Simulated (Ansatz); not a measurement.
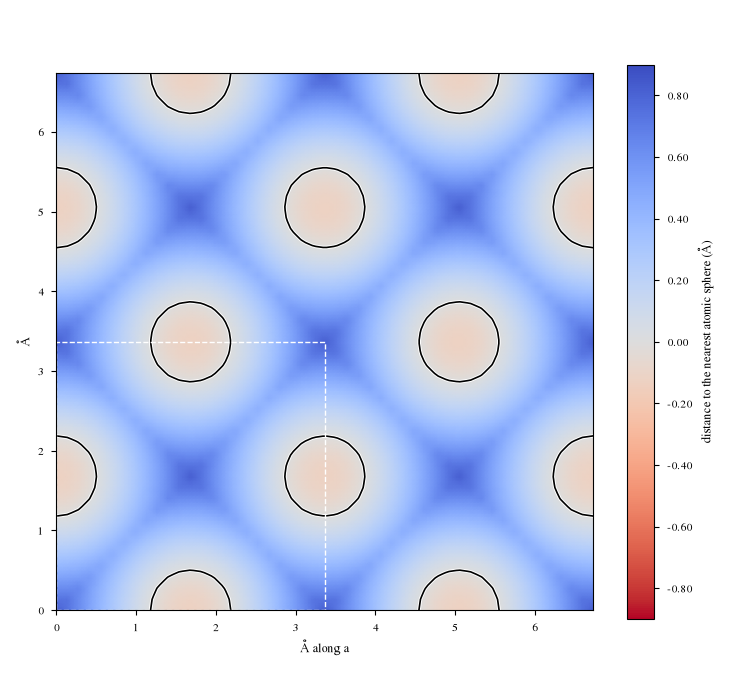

Map of the distance to the nearest atomic sphere in NbP (P4/nmm), computed on the section z = 0.000 (parallel to a and b; the dashed line is one cell). The black line marks the spheres' surfaces; positive values are empty space; unlabelled circles belong to atoms above or below the section.

The atoms' radii are covalent radii (Cordero): Nb 1.64 Å, P 1.07 Å.

Origin of the cell: the end point of a relaxation with DFT, r2SCAN+rVV10, plane waves, PAW (Ansatz).

```cif
data_structure
_symmetry_space_group_name_H-M 'P 1'
_symmetry_Int_Tables_number 1
_cell_length_a 3.3665
_cell_length_b 3.3665
_cell_length_c 5.5234
_cell_angle_alpha 90.000
_cell_angle_beta 90.000
_cell_angle_gamma 90.000
_cell_volume 62.60
loop_
_atom_site_label
_atom_site_type_symbol
_atom_site_fract_x
_atom_site_fract_y
_atom_site_fract_z
_atom_site_occupancy
Nb1 Nb 0.00000 0.50000 0.67441 1
Nb2 Nb 0.50000 0.00000 0.32559 1
P1 P 0.00000 0.50000 0.17063 1
P2 P 0.50000 0.00000 0.82937 1
```

**Where is the largest hole in this section, and how large is it?**

At 0.000, 0.000, 0.000 (fractional), where the distance reaches 0.82 Å; it is enclosed by 4 Nb + 4 P. It is the largest hole of the crystal.

**How much of the crystal lies outside the spheres?**

About 26 % of the cell's volume, and 86 % of this section's area.

**What can pass through?**

The largest sphere that fits anywhere has a diameter of 1.65 Å; the largest that can travel through the crystal, about 0.9 Å.
